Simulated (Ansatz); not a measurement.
## Si₂₅C₂₄: single-point calculation (part 1 of 2)

The run: single-point calculation of Si₂₅C₂₄ (defect cell, 49 atoms in the cell). Method and program: DFT PBE, scalar-relativistic, plane waves, PAW, spin-polarised (Ansatz 0.2.0).

The structure derives from an entry of the Crystallography Open Database.

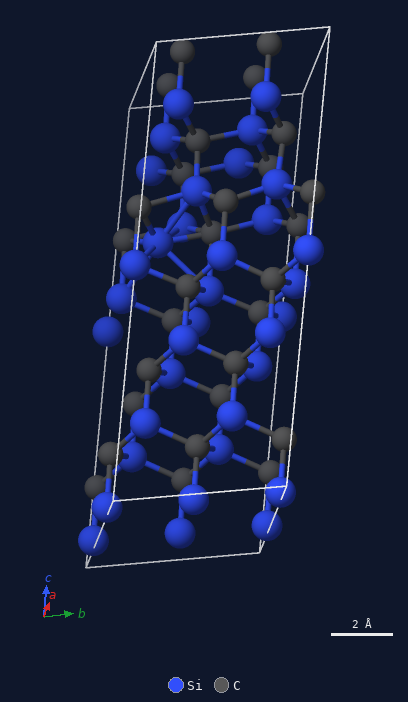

*The input geometry (ball-and-stick view of the cell of the calculation, seen at an oblique angle). An atom can appear more than once, as a periodic image.*

Near neighbours in the periodic cell (some may lie outside the picture): Si has 4 C at 1.85 to 1.93 Å; Si has 4 C at 1.82 to 2.06 Å and 1 Si at 2.32 to 2.33 Å; C has 4 Si at 1.82 to 1.93 Å; C has 5 Si at 1.87 to 2.06 Å; Si has 3 C at 1.87 to 1.88 Å and 6 Si at 2.32 to 2.33 Å.

### Input
```yaml
crystal:
  lattice:
    - [-6.1556, 0.0, 0.0]
    - [-3.0778, -5.335, 0.0]
    - [-3.0778, 0.0, 15.1219]
  atoms:
    - { symbol: Si, position: [0.9873500999, 0.163713849, 0.8610609619] }
    - { symbol: Si, position: [0.4868052307, 0.1663157607, 0.859535243] }
    - { symbol: Si, position: [0.9873385316, 0.6676847227, 0.8610530933] }
    - { symbol: Si, position: [0.4834381126, 0.6676722421, 0.8610638608] }
    - { symbol: Si, position: [0.9072486678, 0.8322541732, 0.3530069825] }
    - { symbol: Si, position: [0.4070119107, 0.8330659483, 0.3527207508] }
    - { symbol: Si, position: [0.9072313532, 0.3335277045, 0.3530153157] }
    - { symbol: Si, position: [0.406017682, 0.3335143565, 0.3529939243] }
    - { symbol: Si, position: [0.9901532427, 0.4998750253, 0.5196396894] }
    - { symbol: Si, position: [0.4915715699, 0.5020426253, 0.5146499163], spin: 0.2 }
    - { symbol: Si, position: [0.9949055608, -0.0012679367, 0.514649473] }
    - { symbol: Si, position: [0.491727476, -0.0010751512, 0.5146454097], spin: 0.2 }
    - { symbol: Si, position: [0.7375699655, 0.4994861801, 0.0249674465] }
    - { symbol: Si, position: [0.2379638599, 0.4990867454, 0.0245938789] }
    - { symbol: Si, position: [0.7371451016, 0.9999421129, 0.0247207961] }
    - { symbol: Si, position: [0.237771822, 0.9999560042, 0.0247290863] }
    - { symbol: Si, position: [0.7454386033, 0.8079003365, 0.700704203] }
    - { symbol: Si, position: [0.234906665, 0.8330925744, 0.6967500985] }
    - { symbol: Si, position: [0.7453543969, 0.3457516065, 0.7007282212] }
    - { symbol: Si, position: [0.2076202619, 0.3457365138, 0.700740447] }
    - { symbol: Si, position: [0.8217786441, 0.1662849683, 0.1898341754] }
    - { symbol: Si, position: [0.3219144483, 0.1665422867, 0.1892879535] }
    - { symbol: Si, position: [0.8223182679, 0.6661916396, 0.1892362288] }
    - { symbol: Si, position: [0.3219299456, 0.6662157954, 0.1892382297] }
    - { symbol: C, position: [0.9261765155, 0.4998156466, 0.6473054936] }
    - { symbol: C, position: [0.4233838148, 0.5020250138, 0.6506282689], spin: 0.2 }
    - { symbol: C, position: [0.9267843935, 0.998650697, 0.650638296] }
    - { symbol: C, position: [0.4234474227, 0.9987578684, 0.650654768], spin: 0.2 }
    - { symbol: C, position: [0.6755909121, 0.4994276533, 0.1490557665] }
    - { symbol: C, position: [0.1757619583, 0.4994395585, 0.1487253855] }
    - { symbol: C, position: [0.6755111773, -0.0002942315, 0.1489120778] }
    - { symbol: C, position: [0.1755054035, -0.0002750628, 0.1489175713] }
    - { symbol: C, position: [0.9246405223, 0.1662769658, 0.9840030608] }
    - { symbol: C, position: [0.4251341986, 0.1663010661, 0.9830124216] }
    - { symbol: C, position: [0.9245782608, 0.6663943637, 0.9840114793] }
    - { symbol: C, position: [0.4245900328, 0.666404973, 0.9840215381] }
    - { symbol: C, position: [0.8479773366, 0.826357891, 0.4777262776] }
    - { symbol: C, position: [0.3444291521, 0.8331721891, 0.4780032596] }
    - { symbol: C, position: [0.8478628607, 0.3364596779, 0.4777442072] }
    - { symbol: C, position: [0.3376841497, 0.3366191155, 0.4777049707] }
    - { symbol: C, position: [0.6735843747, 0.8316307915, 0.8206888931] }
    - { symbol: C, position: [0.1736439155, 0.8330772342, 0.8191384002] }
    - { symbol: C, position: [0.6735606863, 0.3338122285, 0.8207128666] }
    - { symbol: C, position: [0.1713740502, 0.3338179354, 0.8207189359] }
    - { symbol: C, position: [0.7596029967, 0.1663259048, 0.3142580308] }
    - { symbol: C, position: [0.2602408438, 0.1660101348, 0.3132187179] }
    - { symbol: C, position: [0.7598164247, 0.6665037994, 0.3131942376] }
    - { symbol: C, position: [0.2602474689, 0.666551891, 0.3131915443] }
    - { symbol: Si, position: [0.6097125224, 0.1665118971, 0.6137044867], spin: 0.2 }
magnetization:
  spin_polarized: true
basis:
  ecutwfc: 420
  fft_grid_basis: typed
kpoints:
  mp_grid: { grid: [2, 2, 2] }
hamiltonian:
  xc: pbe
  pseudopotentials: { kind: paw }
scf:
  occupations: { method: gaussian, width: 0.05 }
output:
  forces: true
  stress: false
  eigenvalues: true
  bader: true
  write_density: true
  volumetric_format: npy
  populations: true
```

Command:
```bash
ansatz run input.yaml --threads 4 --pin off --max-ram 10240MiB --backend cpu --events-out ev --progress --plain --runs-dir out
```

### The program's output
```
Engine: ansatz 0.2.0, aarch64-unknown-linux-gnu
Pseudopotentials: kind: paw
Pseudopotential: Si, paw, valence charge 4, recommended cutoff 420 eV (normal), Si.paw.azcp
Pseudopotential: C, paw, valence charge 4, recommended cutoff 420 eV (normal), C.paw.azcp
Functional definition: PBE
  parameter kappa = 0.804
  parameter beta = 0.06672455060314922
  exchange = pbe_x(kappa = kappa, mu = beta*pi^2/3)
  correlation = pbe_c(beta = beta)
Crystal: 49 atoms, lattice volume = 496.605 Å³
Basis set: ecut = 420 eV, 9737 PW (Γ), exchange–correlation on 90×90×216 points (8 copies of the dense FFT grid, shifted against one another)
Bands: 148, of which v1, the nominal top of the filled ones, is band 98 counted from 1 (97 counted from 0)
Symmetry: 1 space group operations
Space group: P1 (ITA 1), of the structure as read, at distance tolerance 7.9e-5 Å
Magnetic group: BNS 1.1 (UNI 1), of the structure as read, at distance tolerance 7.9e-5 Å
k-points: 8
Non-local potential: Si, projectors of the file, l = 0: 2, l = 1: 2, l = 2: 2
Non-local potential: C, projectors of the file, l = 0: 2, l = 1: 2, l = 2: 1
PAW form: soft (Blöchl's): semilocal exchange-correlation on the pseudo side does not see the compensation charge
PAW one-centre angular grid: Si, 110 points (default); XC on 64 Gauss nodes
PAW one-centre angular grid: C, 110 points (default); XC on 64 Gauss nodes
Initial density: superposition of atomic densities (chi_scale 0.1, normalization cell)
Starting moments: Σ|m| = 1 μB on 5 of 49 sites
Initial wavefunctions: pseudopotential atomic-orbital guess
Functional: x = pbe(κ = 0.804, μ = 0.2195149727645171), c = pbe(β = 0.06672455060314922)
SCF iter   1: F=—  HF=-21959.926670 eV  |F-HF|=—  |Δ(HF+E_count)|=         —  Δρ=7.60e-2 (↑7.52e-2 ↓7.60e-2)  dr2=1.39e2  dr2_m=3.56e-2  M=0.185 μB ∫|m|=0.307 μB  β_m=0.30  ethr=3.10e-3  ⟨swp⟩=6.0  Hψ=10815  notcnv=0  defer=330
preconditioner: auto → Kerker (q_TF=auto, 2.337 Å⁻¹)  [metal: Δε(μ)=0.003 eV  Ē_g=12.891 eV  σ=0.050 eV  W_gap=0.03  n_scr=102 (ndim 8)  ℏωp=23.3 eV  f_vac=0.000  D(μ)=9.52/eV (n_scr^D=46)]
spin=Collinear: Kerker preconditioning applied to the charge; magnetization (m = ρ↑ − ρ↓) channel mixes plain (no charge-response kernel on spin).
SCF iter   2: F=—  HF=-21933.699741 eV  |F-HF|=—  |Δ(HF+E_count)|=    2.62e1  Δρ=4.72e-2 (↑4.66e-2 ↓4.72e-2)  dr2=5.47e1  dr2_m=1.84e-2  M=0.193 μB ∫|m|=0.283 μB  β_m=0.30  ethr=3.10e-3  ⟨swp⟩=2.8  Hψ=4399  notcnv=0  defer=717
SCF iter   3: F=—  HF=-21917.788291 eV  |F-HF|=—  |Δ(HF+E_count)|=    1.59e1  Δρ=1.50e-2 (↑1.49e-2 ↓1.50e-2)  dr2=3.29e0  dr2_m=9.81e-3  M=0.208 μB ∫|m|=0.275 μB  β_m=0.30  ethr=3.10e-3  ⟨swp⟩=3.8  Hψ=3664  notcnv=0  defer=711
SCF iter   4: F=—  HF=-21917.444479 eV  |F-HF|=—  |Δ(HF+E_count)|=   3.44e-1  Δρ=4.54e-3 (↑4.54e-3 ↓4.54e-3)  dr2=4.94e-1  dr2_m=5.27e-3  M=0.232 μB ∫|m|=0.281 μB  β_m=0.30  ethr=1.68e-3  ⟨swp⟩=2.1  Hψ=2829  notcnv=0  defer=707
SCF iter   5: F=—  HF=-21917.450720 eV  |F-HF|=—  |Δ(HF+E_count)|=   6.24e-3  Δρ=2.03e-3 (↑2.02e-3 ↓2.03e-3)  dr2=1.58e-1  dr2_m=2.92e-3  M=0.260 μB ∫|m|=0.298 μB  β_m=0.30  ethr=2.52e-4  ⟨swp⟩=3.1  Hψ=3315  notcnv=0  defer=707
SCF iter   6: F=—  HF=-21917.456940 eV  |F-HF|=—  |Δ(HF+E_count)|=   6.22e-3  Δρ=9.75e-4 (↑9.75e-4 ↓7.59e-4)  dr2=4.03e-2  dr2_m=1.69e-3  M=0.291 μB ∫|m|=0.322 μB  β_m=0.30  ethr=8.08e-5  ⟨swp⟩=3.7  Hψ=3337  notcnv=0  defer=707
SCF iter   7: F=—  HF=-21917.454315 eV  |F-HF|=—  |Δ(HF+E_count)|=   2.62e-3  Δρ=7.58e-4 (↑7.58e-4 ↓6.40e-4)  dr2=2.96e-2  dr2_m=1.04e-3  M=0.323 μB ∫|m|=0.350 μB  β_m=0.30  ethr=2.06e-5  ⟨swp⟩=1.0  Hψ=1661  notcnv=0  defer=707
Mixer restart at iter 7: flushing history
spin-set hold released at iteration 7 (site moments contracting): the magnetisation degrees of freedom join the quasi-Newton model from the next iteration; the mixer history was flushed
SCF iter   8: F=—  HF=-21917.453090 eV  |F-HF|=—  |Δ(HF+E_count)|=   1.23e-3  Δρ=6.06e-4 (↑6.06e-4 ↓5.04e-4)  dr2=2.51e-2  dr2_m=6.77e-4  M=0.353 μB ∫|m|=0.379 μB  β_m=0.65  ethr=1.51e-5  ⟨swp⟩=1.0  Hψ=1661  notcnv=0  defer=707
SCF iter   9: F=—  HF=-21917.454144 eV  |F-HF|=—  |Δ(HF+E_count)|=   1.05e-3  Δρ=1.82e-4 (↑1.82e-4 ↓1.72e-4)  dr2=9.45e-3  dr2_m=7.69e-5  M=0.466 μB ∫|m|=0.504 μB  β_m=0.82  ethr=1.28e-5  ⟨swp⟩=2.0  Hψ=2703  notcnv=0  defer=707
SCF iter  10: F=—  HF=-21917.453263 eV  |F-HF|=—  |Δ(HF+E_count)|=   8.82e-4  Δρ=1.45e-4 (↑1.45e-4 ↓1.42e-4)  dr2=1.78e-3  dr2_m=4.22e-5  M=0.493 μB ∫|m|=0.554 μB  β_m=0.84  ethr=4.82e-6  ⟨swp⟩=2.1  Hψ=2833  notcnv=0  defer=707
SCF iter  11: F=—  HF=-21917.453153 eV  |F-HF|=—  |Δ(HF+E_count)|=   1.10e-4  Δρ=8.78e-5 (↑8.78e-5 ↓7.87e-5)  dr2=4.57e-4  dr2_m=2.17e-5  M=0.492 μB ∫|m|=0.553 μB  β_m=0.92  ethr=9.10e-7  ⟨swp⟩=2.1  Hψ=2189  notcnv=0  defer=707
SCF iter  12: F=—  HF=-21917.453287 eV  |F-HF|=—  |Δ(HF+E_count)|=   1.35e-4  Δρ=2.68e-5 (↑2.43e-5 ↓2.68e-5)  dr2=4.00e-5  dr2_m=2.18e-6  M=0.489 μB ∫|m|=0.543 μB  β_m=0.96  ethr=2.33e-7  ⟨swp⟩=2.0  Hψ=3018  notcnv=0  defer=707
SCF iter  13: F=—  HF=-21917.453498 eV  |F-HF|=—  |Δ(HF+E_count)|=   2.11e-4  Δρ=7.13e-6 (↑7.13e-6 ↓6.47e-6)  dr2=1.11e-5  dr2_m=9.78e-8  M=0.488 μB ∫|m|=0.541 μB  β_m=0.98  ethr=2.04e-8  ⟨swp⟩=2.0  Hψ=3441  notcnv=0  defer=707
SCF iter  14: F=—  HF=-21917.453497 eV  |F-HF|=—  |Δ(HF+E_count)|=   6.44e-7  Δρ=3.12e-6 (↑3.12e-6 ↓2.81e-6)  dr2=3.84e-6  dr2_m=6.74e-9  M=0.487 μB ∫|m|=0.540 μB  β_m=0.99  ethr=5.66e-9  ⟨swp⟩=1.9  Hψ=2144  notcnv=0  defer=707
SCF iter  15: F=—  HF=-21917.453497 eV  |F-HF|=—  |Δ(HF+E_count)|=   3.56e-7  Δρ=2.58e-6 (↑2.58e-6 ↓2.14e-6)  dr2=7.88e-7  dr2_m=7.40e-9  M=0.487 μB ∫|m|=0.540 μB  β_m=0.99  ethr=1.96e-9  ⟨swp⟩=2.0  Hψ=1885  notcnv=0  defer=707
SCF iter  16: F=—  HF=-21917.453497 eV  |F-HF|=—  |Δ(HF+E_count)|=   8.40e-8  Δρ=9.15e-7 (↑9.09e-7 ↓9.15e-7)  dr2=7.32e-8  dr2_m=6.17e-10  M=0.487 μB ∫|m|=0.540 μB  β_m=0.99  ethr=5.10e-11  ⟨swp⟩=15.0  Hψ=15724  notcnv=0
SCF iter  17: F=-21917.453497 eV  HF=-21917.453497 eV  |F-HF|=7.60e-9  |Δ(HF+E_count)|=   1.08e-8  Δρ=2.87e-7 (↑2.66e-7 ↓2.87e-7)  dr2=9.02e-9  dr2_m=2.43e-11  M=0.487 μB ∫|m|=0.540 μB  ethr=3.74e-11  ⟨swp⟩=3.0  Hψ=5236  notcnv=0
SCF 1 converged in 17 iterations: F = -21917.453497 eV  dr2 = 9.02e-9
  greatest PAW one-centre occupation: 0.698 electrons in one spin orbital (limit 2), on the Si atom at site 48 (counted from 0), in its partial waves of l = 0
```

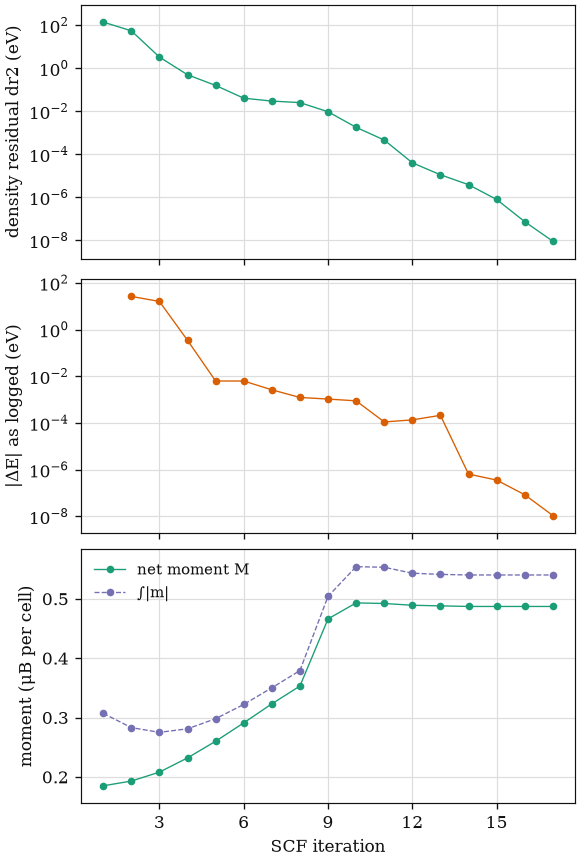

*Convergence of the self-consistent field: density residual dr2, size of the energy change and magnetic moment against the SCF iteration.*

The residual falls at every step. The net moment goes from 0.2 to 0.5 μB per cell.

```
SCF converged after 17 iterations
Magnetization: 0.4874 μB (98.2437 up, 97.7563 down)
Absolute magnetization: 0.5426 μB (∫|ρ↑−ρ↓|, with the PAW one-centre terms)
Spin contamination: 0.0007 ħ² per cell (⟨S²⟩ above its minimum at these occupations)
Per-site moments (μB) at R_I (Å): [(7.325925491778848e-5, 0.7669069782173347), (0.000355460206865578, 0.7702239540190063), (0.00032682711730417025, 0.7670086740913202), (0.00032666072038488135, 0.7670052356485462), (0.005010030617023472, 0.7735525502824507), (0.003909898945642763, 0.7728804076454109), (0.0050228123020189894, 0.773570508507803), (0.005026442725102473, 0.7736470267066792), (0.00441907077312243, 0.7644004207643053), (0.005997948488156499, 0.7637260181032216), (0.006012767779895004, 0.7634737893702822), (0.006013617262495094, 0.7638264491152713), (5.947081276591698e-5, 0.774036122127564), (6.929058082346234e-6, 0.7743058907616522), (9.659226622527784e-5, 0.774679024621628), (9.641646298195901e-5, 0.7746614250410965), (0.0018810092070196736, 0.7502583142698215), (-3.695665904972032e-5, 0.763431784843786), (0.0019609012435890076, 0.7502575512832715), (0.001959980029620707, 0.750219574995677), (0.001128263028339711, 0.7760161676522472), (0.0014811084795614989, 0.7730541981045047), (0.0015439746627435354, 0.7732241189494425), (0.0015425666690279287, 0.7731952161486388), (-0.0008445775207101301, 0.7552943839804714), (0.0022805993139146954, 0.7734489949084411), (0.0023080258230133866, 0.7731160073852881), (0.002292444906127155, 0.7731573635898192), (0.002080390361876254, 0.774036122127564), (-0.0005870161131634985, 0.7743058907616522), (0.0020038616337712113, 0.774679024621628), (0.00200811925909463, 0.7746614250410965), (-0.00010295152713603798, 0.7669069782173347), (0.0007924556964275485, 0.7702239540190063), (0.0007763575967766016, 0.7670086740913202), (0.0007757053914445855, 0.7670052356485462), (0.0029934772138031033, 0.7645768316792659), (-0.005377355132303011, 0.7634737893702822), (0.0030709692750533965, 0.7645027746978559), (0.0030699278253272263, 0.7644004207643053), (0.0013159153801669205, 0.7502583142698215), (-7.035072996805419e-5, 0.763431784843786), (0.001386041346656459, 0.7502575512832715), (0.0013840284139753172, 0.750219574995677), (-0.004656078172199138, 0.7737783618065215), (0.0030762002792146157, 0.7730289460231836), (0.0029396774552908496, 0.7728804076454109), (0.002928039869806843, 0.7728895276260676), (9.664538459781369e-5, 0.7731160073852881)]
Free energy (F): -21917.453497 eV
Harris-Foulkes:  -21917.453497 eV  (|F-HF|=7.60e-9)
Internal energy: -21917.452403 eV  (E = F + TS)
E sigma→0 (E₀):  -21917.452950 eV
Entropy (-TS):   -0.001094 eV (-0.022 meV/atom)
Fermi energy:    11.890380 eV
--- Per-component energies (eV) ---
  E_band       = 762.954935
  E_kinetic    = 3334.107379
  E_local      = -2485.671412  (includes V_loc(G=0)·N_el)
  E_nonlocal   = 1272.890976
  E_hartree    = 776.469227
  E_xc         = -2598.662639
  E_vxc        = -2686.888175  (∫ρ·V_xc dr)
  E_paw        = -15203.755975  (= ΣΔE_a)
  E_vpaw       = -224.422361  (= ΣTr[D̂ρ^β])
  E_aug_tail   = 0.000316  (compensation charges beyond the density's cutoff)
  E_ewald      = -7012.830276
  E_smearing   = -0.001094  (= −TS)
  E_closure    = 0.000000  (closes the sum)
  Σ components = -21917.453497   (vs F -21917.453497, Δ=0.00e0)
```
